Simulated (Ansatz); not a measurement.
# Run report: Rh, single-point calculation

The run: single-point calculation of Rh (I4/mmm, 2 atoms in the cell). Method and program: DFT r2SCAN, scalar-relativistic, plane waves, PAW, no spin polarisation (Ansatz 0.2.0).

The structure derives from a Materials Project entry. It belongs to a series of runs on one base structure; here: band edges of the strained film's bulk.

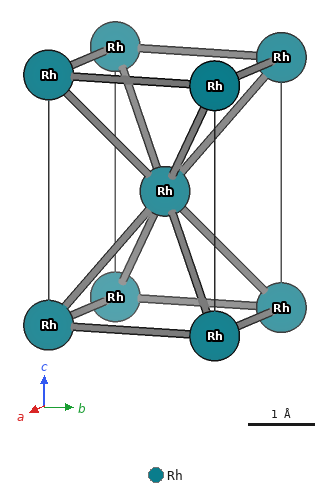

Figure 1. The input geometry (ball-and-stick view of the reduced cell, seen slightly off an axis). Near neighbours in the crystal (not all of them lie inside the picture): Rh has 12 Rh at 2.69 to 2.72 Å.

The input:
```yaml
crystal:
  lattice:
    - [3.8492788677, 0.0, -1.0e-10]
    - [0.0, 3.8492788677, 0.0]
    - [-1.9246394338, 0.0, 1.8784113878]
  atoms:
    - { symbol: Rh, position: [0.0, 0.0, 0.0] }
    - { symbol: Rh, position: [0.5, 0.5, 0.0] }
basis:
  ecutwfc: 500
kpoints:
  mp_grid: { grid: [9, 9, 18] }
hamiltonian:
  xc: r2scan
scf:
  occupations: { method: gaussian, width: 0.1 }
output:
  forces: true
  stress: true
  eigenvalues: true
```

Run on 8 threads of Intel Xeon @ 2.70GHz, 189 GiB of memory available, shared host.

Run as:
```bash
ansatz run input.yaml --threads 8 --pin off --max-ram 20480MiB --backend cpu --events-out ev --progress --plain --runs-dir out
```

What the program printed:
```
Engine: ansatz 0.2.0, x86_64-unknown-linux-gnu
Pseudopotentials: kind: paw
Pseudopotential: Rh, paw, valence charge 17, recommended cutoff 500 eV (meta_gga), Rh.paw.azcp
Functional definition: r2SCAN
  parameter k0 = 0.174
  parameter k1 = 0.065
  parameter a1 = 4.9479
  exchange = r2scan_x(k0 = k0, k1 = k1, a1 = a1)
  correlation = r2scan_c
Crystal: 2 atoms, lattice volume = 27.832 Å³
Basis set: ecut = 500 eV, 691 PW (Γ), exchange–correlation on 120×120×80 points (64 copies of the dense FFT grid, shifted against one another)
Bands: 21, of which v1, the nominal top of the filled ones, is band 17 counted from 1 (16 counted from 0)
Symmetry: 16 space group operations
Space group: I4/mmm (ITA 139), of the structure as read, at distance tolerance 3.0e-5 Å
k-points: 250 of 1458
Non-local potential: Rh, projectors of the file, l = 0: 3, l = 1: 2, l = 2: 2, l = 3: 1
PAW form: soft (Blöchl's): semilocal exchange-correlation on the pseudo side does not see the compensation charge
PAW frozen core: Rh, regenerated for the run's functional (the file was generated under x = pbe(κ = 0.804, μ = 0.2195149727645171), c = pbe(β = 0.06672455060314922))
PAW one-centre angular grid: Rh, 590 points (default); XC on 160 Gauss nodes
Initial density: superposition of atomic densities (neutral atoms: chi_scale 0, normalization atom), corrected by the library's trained network
Initial wavefunctions: pseudopotential atomic-orbital guess
Functional: x = r2scan, c = r2scan; τ floored in thin density (d = 2e-4 eV/Å³)
SCF iter   1: F=—  HF=-12830.516252 eV  |F-HF|=—  |Δ(HF+E_count)|=         —  Δρ=1.03e-2  dr2=7.74e-3  dr2_τ=1.88e-2  ethr=1.77e-3  ⟨swp⟩=5.0  Hψ=21418  notcnv=0
preconditioner: auto → none  [metal: Δε(μ)=0.009 eV  Ē_g=7.823 eV  σ=0.100 eV  W_gap=0.05  n_scr=6 (ndim 8)  ℏωp=29.9 eV  f_vac=0.000  D(μ)=2.60/eV (n_scr^D=36)  sad-step TF]
SCF iter   2: F=—  HF=-12830.538450 eV  |F-HF|=—  |Δ(HF+E_count)|=   2.22e-2  Δρ=6.46e-3  dr2=3.97e-3  dr2_τ=4.67e-4  ethr=2.28e-5  ⟨swp⟩=2.0  Hψ=9750  notcnv=0  defer=12
SCF iter   3: F=—  HF=-12830.539645 eV  |F-HF|=—  |Δ(HF+E_count)|=   1.20e-3  Δρ=2.21e-3  dr2=1.21e-3  dr2_τ=1.50e-4  ethr=1.17e-5  ⟨swp⟩=2.0  Hψ=7509  notcnv=0  defer=12
SCF iter   4: F=—  HF=-12830.539320 eV  |F-HF|=—  |Δ(HF+E_count)|=   3.25e-4  Δρ=4.29e-4  dr2=1.28e-5  dr2_τ=1.71e-5  ethr=3.55e-6  ⟨swp⟩=2.9  Hψ=9433  notcnv=0  defer=12
SCF iter   5: F=—  HF=-12830.539326 eV  |F-HF|=—  |Δ(HF+E_count)|=   5.51e-6  Δρ=1.21e-4  dr2=8.84e-7  dr2_τ=5.02e-7  ethr=3.78e-8  ⟨swp⟩=2.9  Hψ=10619  notcnv=0  defer=12
SCF iter   6: F=-12830.539327 eV  HF=-12830.539327 eV  |F-HF|=4.09e-9  |Δ(HF+E_count)|=   1.46e-6  Δρ=8.28e-6  dr2=1.07e-8  dr2_τ=4.25e-9  ethr=2.94e-10  ⟨swp⟩=6.4  Hψ=23797  notcnv=0
SCF 1 converged in 6 iterations: F = -12830.539327 eV  dr2 = 1.07e-8
  greatest PAW one-centre occupation: 1.000 electrons in one spin orbital (limit 2), on the Rh atom at site 1 (counted from 0), in its partial waves of l = 0
SCF converged after 6 iterations
Free energy (F): -12830.539327 eV
Harris-Foulkes:  -12830.539327 eV  (|F-HF|=4.09e-9)
Internal energy: -12830.526308 eV  (E = F + TS)
E sigma→0 (E₀):  -12830.532817 eV
Entropy (-TS):   -0.013020 eV (-6.510 meV/atom)
Fermi energy:    21.848443 eV
--- Per-component energies (eV) ---
  E_band       = -215.149214
  E_kinetic    = 1145.435034
  E_local      = -3157.822307  (includes V_loc(G=0)·N_el)
  E_nonlocal   = 710.688209
  E_hartree    = 1110.599883
  E_xc         = -433.285095
  E_vxc        = -627.754951  (∫ρ·V_xc dr)
  E_paw        = -7208.364738  (= ΣΔE_a)
  E_vpaw       = -549.368718  (= ΣTr[D̂ρ^β])
  E_aug_tail   = 0.001318  (compensation charges beyond the density's cutoff)
  E_vtau       = 42.476036  (kinetic-family band-sum trace: ∫τ·v_τ [+ j·A + Jᵃ·Aᵃ] dr)
  E_ewald      = -4997.038692
  E_core_change = -0.739919  (= ΣΔE_core)
  E_smearing   = -0.013020  (= −TS)
  E_closure    = 0.000000  (closes the sum)
  Σ components = -12830.539327   (vs F -12830.539327, Δ=0.00e0)
--- Forces (eV/Å), atoms counted from 1 ---
  atom   1  Rh     0.00000000     0.00000000     0.00000000
  atom   2  Rh    -0.00000000     0.00000000     0.00000000
  max |Σ_I F_I| component: 1.89e-29 eV/Å
--- Stress (GPa, compression-positive) ---
       -5.755979      -0.000000       0.000000
       -0.000000      -5.755982       0.000000
        0.000000       0.000000      -0.008370
  P = ⅓ Tr σ = -3.8401 GPa (-38.401 kbar)
--- Band table (eV; the first three rows and the last of 250) ---
  k-point 0: bands = ["-59.2462", "-59.0948", "-26.6033", "-26.1722", "-26.1472", "-25.9046", "-25.9046", "-25.8899", "13.8024", "15.4460", "15.8211", "18.6665", "18.6665", "18.9261", "20.6413", "20.9536", "22.3541", "22.7591", "22.9842", "25.1593", "34.3536"]
  k-point 1: bands = ["-59.2413", "-59.0948", "-26.5899", "-26.1734", "-26.1613", "-25.9136", "-25.9136", "-25.9128", "13.9794", "15.5708", "15.9319", "18.7535", "18.7535", "18.8044", "20.6873", "20.8373", "22.1594", "22.1968", "22.7596", "26.0843", "34.2563"]
  k-point 2: bands = ["-59.2272", "-59.0947", "-26.5511", "-26.2018", "-26.1763", "-25.9783", "-25.9394", "-25.9394", "14.4876", "15.9185", "16.2621", "18.4677", "19.0121", "19.0121", "20.5222", "20.8213", "20.8545", "21.7610", "22.7609", "27.6818", "33.9862"]
  k-point 249: bands = ["-59.1449", "-59.1286", "-26.4223", "-26.3836", "-26.2102", "-26.1507", "-26.0280", "-25.9966", "17.2065", "17.4994", "17.8807", "17.8933", "18.1444", "18.5892", "19.7883", "20.0540", "20.3448", "20.8233", "23.8581", "24.9410", "36.0498"]
```

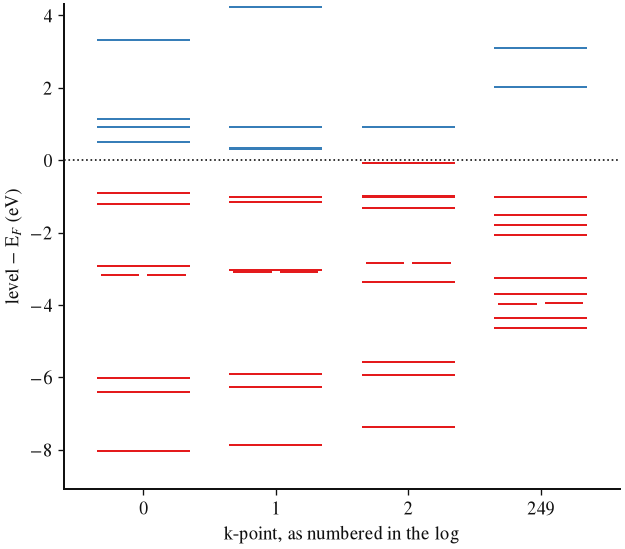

Figure 2. Kohn–Sham levels near the Fermi level (dotted) at the few k-points that the log prints; levels within 0.02 eV of each other stand side by side. The system is metallic on the full mesh.

Summary:

```csv
quantity,value
outcome,converged
space group (tolerance 0.01 Å),I4/mmm (139)
electrons treated,34
free energy,−12830.5393 eV
Fermi energy,21.848 eV
gap on the k-point mesh,none (metallic)
pressure,−3.84 GPa
largest force (length of the vector),under 0.001 eV/Å
wall time,3.2 s (CPU time 19 s)
peak memory,0.56 GiB
```
